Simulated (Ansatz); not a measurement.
## Electronic structure of Ga4As3P in real space

Input file:

```
crystal:
  lattice:
    - [3.970626732, 0.0, 0.0]
    - [0.0, 3.970626732, 0.0]
    - [0.0, 0.0, 11.2099046173]
  atoms:
    - { symbol: P, position: [0.0, 0.0, 0.0] }
    - { symbol: Ga, position: [0.0, 0.5, 0.8814179681] }
    - { symbol: As, position: [0.5, 0.5, 0.7542327629] }
    - { symbol: Ga, position: [0.5, 0.0, 0.6272124747] }
    - { symbol: As, position: [0.0, 0.0, 0.5] }
    - { symbol: Ga, position: [0.0, 0.5, 0.3727875253] }
    - { symbol: As, position: [0.5, 0.5, 0.2457672371] }
    - { symbol: Ga, position: [0.5, 0.0, 0.1185820319] }
kpoints:
  mp_grid: { grid: [6, 6, 2] }
  band_path:
    path:
      - [0.0, 0.0, 0.0]
      - [0.0, 0.5, 0.0]
      - [0.5, 0.5, 0.0]
      - [0.0, 0.0, 0.5]
      - [0.0, 0.5, 0.5]
      - [0.5, 0.5, 0.5]
    npoints: 1
hamiltonian:
  xc: pbe
scf:
  occupations: { method: fermi_dirac, width: 0.02 }
  n_extra_bands: 12
magnetization:
  noncollinear: true
  spin_orbit: true
output:
  forces: true
  stress: true
  eigenvalues: true
  write_density: true
  write_potential: true
  elf: true
  volumetric_format: npy
```

Launched as:

```sh
ansatz run input.yaml --threads 4 --pin off --max-ram 6451MiB --backend cpu --events-out ev --progress --plain --runs-dir out
```

Below, planes, directions and counts refer to the conventional cell (a = 3.97 Å, b = 3.97 Å, c = 11.21 Å, α = 90.00°, β = 90.00°, γ = 90.00°).

Space group P-4m2; started from the ordered alloy on zincblende lattice prototype, which need not be the ambient phase; computed pressure about 3 GPa in this cell.

Computed with DFT, PBE with spin-orbit coupling, plane waves, PAW in Ansatz.

Core electrons are frozen (PAW), and the valence fields are smoothed inside the atomic spheres.

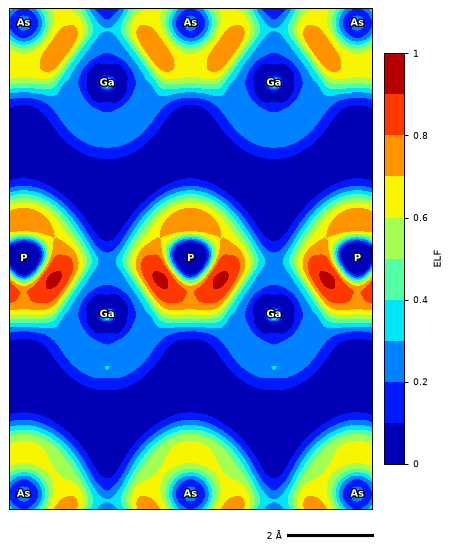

Figure 1. ELF on the (100) plane of the conventional cell.

### What do the fields say about this system?

The plane passes through P, Ga and As nuclei.
Ga–P (2.39 Å): the ELF peaks at about 0.90 in the valence shell of P, 0.9 Å from its nucleus, and is about 0.75 at the midpoint.
Ga–As (2.44 Å): the ELF peaks at about 0.80 between the atoms: localised, covalent bonding.

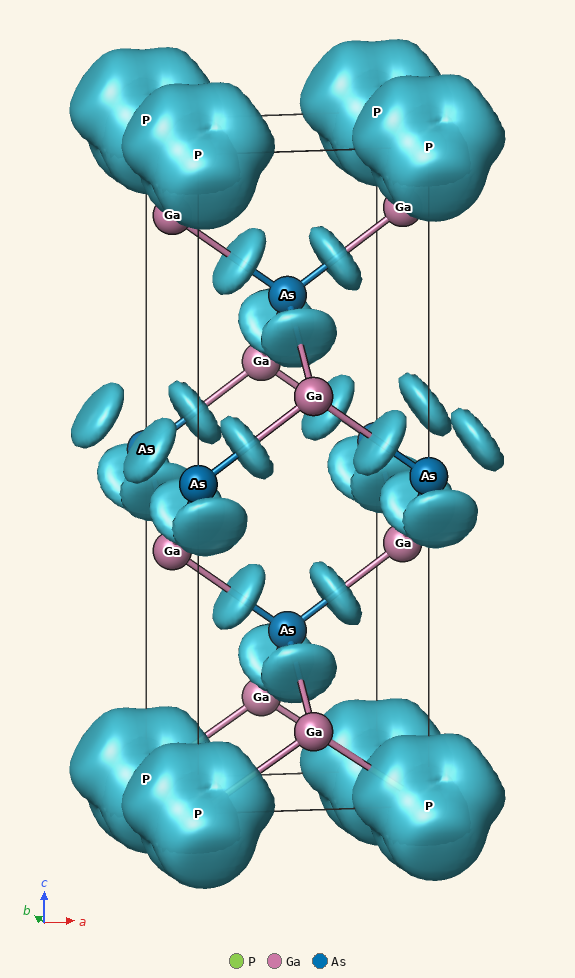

Figure 2. Isosurface of the electron localisation function at 0.7 (cyan), seen slightly off an axis. Only the valence region is drawn (cores and ρ < 0.01 e/Å³ removed). Sticks mark near contacts.

### Where are the electrons localised?

The surface consists of twelve regions between bonded As–Ga atoms (shared pairs) and one region on P in which the atom's valence shell and bonds are merged, counted in one cell of 8 atoms. Any copies at cell faces, edges or corners count once.

### Metal or insulator at this level of theory?

It is gapped, with a Kohn–Sham gap of 0.67 eV on the k-point mesh, an upper bound to the gap of this method.
